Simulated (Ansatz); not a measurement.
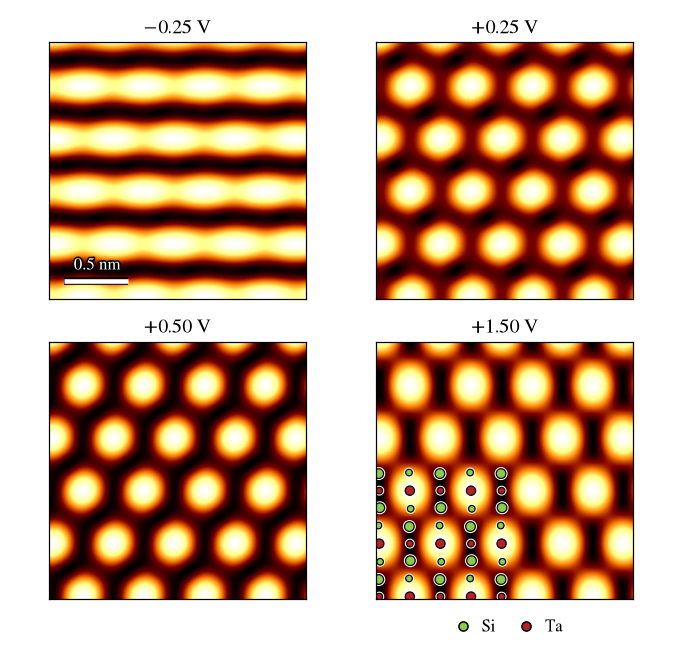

Constant-current images of TaSi2(001) (P6_222 bulk, 5 atomic planes (those closer than 0.6 Å count as one), 9 Å, TaSi2-terminated) at 4 sample biases, each on its own colour scale; the last has the atoms seen from above drawn over one corner (deeper ones smaller).

Tersoff–Hamann simulation (s-wave tip); biases are sample biases. Bias windows are sharp sums over the levels of the k mesh.

Theory: Ansatz 0.2.0, DFT PBE, scalar-relativistic, plane waves, PAW. Cutoff 420 eV, 15 × 15 k-points, Gaussian smearing 0.1 eV, dipole correction. The slab is a cut without reconstruction beyond its cell, at the source's lattice constants, with its lower half held fixed and the rest relaxed. No spin polarisation; a magnetic state wasn't tried and may lie lower. Spin–orbit coupling is left out; with Ta it can shift levels and gaps. The run couldn't confirm all of its levels under its output density. The run warns that the functional's potential is rough in the thin density of the vacuum, where the tip is; weak contrasts and barriers may feel it.

```yaml
crystal:
  lattice:
    - [4.78000, 0.00000, 0.00000]
    - [-2.39000, 4.13960, 0.00000]
    - [0.00000, 0.00000, 28.75200]
  atoms:
    - { symbol: Ta, position: [0.50000, 0.50000, 0.34780] }
    - { symbol: Si, position: [0.16665, 0.83335, 0.34780] }
    - { symbol: Si, position: [0.83335, 0.16665, 0.34780] }
    - { symbol: Ta, position: [0.00000, 0.50000, 0.42390] }
    - { symbol: Si, position: [0.66670, 0.83335, 0.42390] }
    - { symbol: Si, position: [0.33330, 0.16665, 0.42390] }
    - { symbol: Ta, position: [0.50000, 0.00000, 0.50123] }
    - { symbol: Si, position: [0.84236, 0.68148, 0.50083] }
    - { symbol: Si, position: [0.15764, 0.31852, 0.50083] }
    - { symbol: Ta, position: [0.50000, 0.50000, 0.57718] }
    - { symbol: Si, position: [0.15747, 0.84213, 0.57868] }
    - { symbol: Si, position: [0.84253, 0.15787, 0.57868] }
    - { symbol: Ta, position: [0.00000, 0.50000, 0.65206] }
    - { symbol: Si, position: [0.65297, 0.82243, 0.65808] }
    - { symbol: Si, position: [0.34703, 0.17757, 0.65808] }
```

### How do the images change with bias?

```json
{"bias": "−0.25 V", "set point (e/Å³)": "5.5 × 10⁻⁶", "corrugation": "19 pm", "brightest over": "top Ta atoms"}
{"bias": "+0.25 V", "set point (e/Å³)": "5.0 × 10⁻⁶", "corrugation": "22 pm", "brightest over": "top Ta atoms"}
{"bias": "+0.50 V", "set point (e/Å³)": "1.0 × 10⁻⁵", "corrugation": "21 pm", "brightest over": "top Ta atoms"}
{"bias": "+1.50 V", "set point (e/Å³)": "8.7 × 10⁻⁵", "corrugation": "47 pm", "brightest over": "top Ta atoms"}
```

The slab has states at the Fermi level, so this model gives a current down to small biases. Its work function (top face) is 4.20 eV.
